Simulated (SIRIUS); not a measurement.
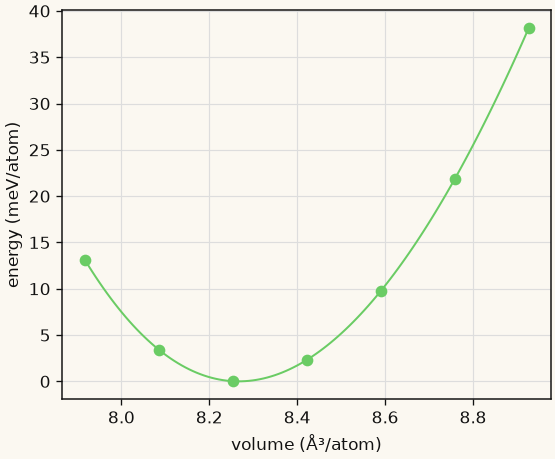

Plotted: energy against volume for AlN, space group Fm-3m (No. 225).

Starting cell:
```yaml
crystal:
  lattice:
    - [0.00000, 2.03452, 2.03452]
    - [2.03452, 0.00000, 2.03452]
    - [2.03452, 2.03452, 0.00000]
  atoms:
    - { symbol: Al, position: [0.50000, 0.50000, 0.50000] }
    - { symbol: N, position: [0.00000, 0.00000, 0.00000] }
```

Computed with SIRIUS 7.10.0: plane-wave DFT, no spin polarisation; energies at scaled volumes of the given cell, shape and fractions fixed, counted from the fit's minimum, third-order Birch-Murnaghan fit. Level: PBEsol.

```
       setting                          value
        k mesh                       11×11×11
   occupations                    Fermi–Dirac
smearing width                        0.05 eV
    potentials  dojo sr pbesol 0.4.1 standard
   wave cutoff                        1152 eV
density cutoff                        4606 eV
```

This calculation gives: equilibrium volume 8.27 Å³/atom and bulk modulus 264 GPa.

Now Al is replaced by Zr on all its sites, which gives ZrN in the same structure. The second calculation uses k mesh 10×10×10. How do these quantities change?

The equilibrium volume rises from 8.27 to 11.80 Å³/atom (+43 %) and the bulk modulus hardly changes (264 and 268 GPa).

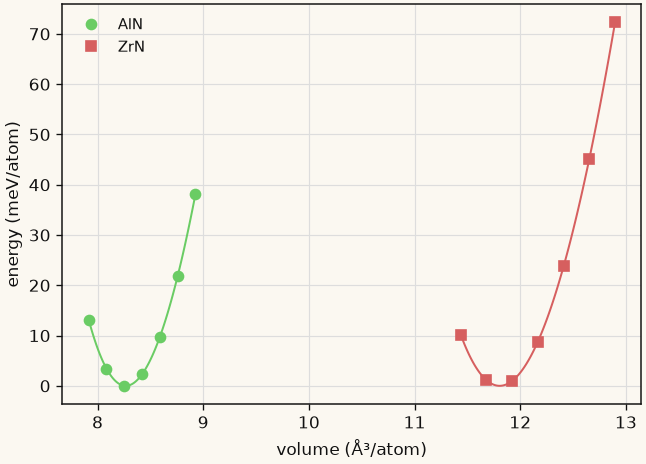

The two results together.

V0 and the bulk modulus come from third-order Birch–Murnaghan fits.
